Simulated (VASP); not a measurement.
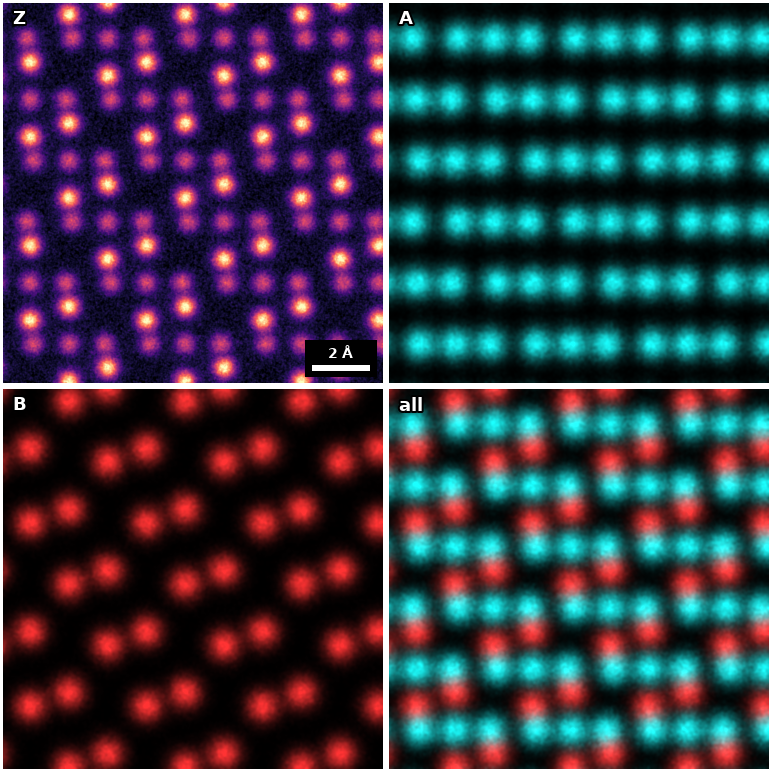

Al2O3 (R-3c, No. 167) along [100]. Panel Z: Simulated incoherent Z contrast: every atom adds Z^1.8 spread by a probe of 0.50 Å full width; channelling and multiple scattering are left out. The probe carries 15 % of its weight in a tail 2.5 times as wide. The display is stretched by a gamma of 0.65; percentages refer to the linear signal. Shot noise was added. The other panels are simulated element maps (the number of atoms of one element along the beam, blurred by 0.9 Å, with counting noise; each on its own scale, no channelling); the last overlays them. Model: the end point of a relaxation with VASP 6.6.1, VASP Kohn-Sham DFT of a periodic cell, r2SCAN, VASP PAW PBE potentials, recommended.

Space group R-3c:H (No. 167). a = 4.754 Å, b = 4.754 Å, c = 12.979 Å, α = 90.00°, β = 90.00°, γ = 120.00°
```csv
atom,site,symmetry,x,y,z
Al,12c,3.,0.3333,0.6667,0.0185
O,18e,.2,0.3063,0.3063,0.2500
```

**Which element does each lettered map show?**

A: O, B: Al. The projected cell (4.12 × 4.54 Å, 108°) holds 10 columns: 6 of O and 4 of Al. No column is shared by two of the mapped elements.
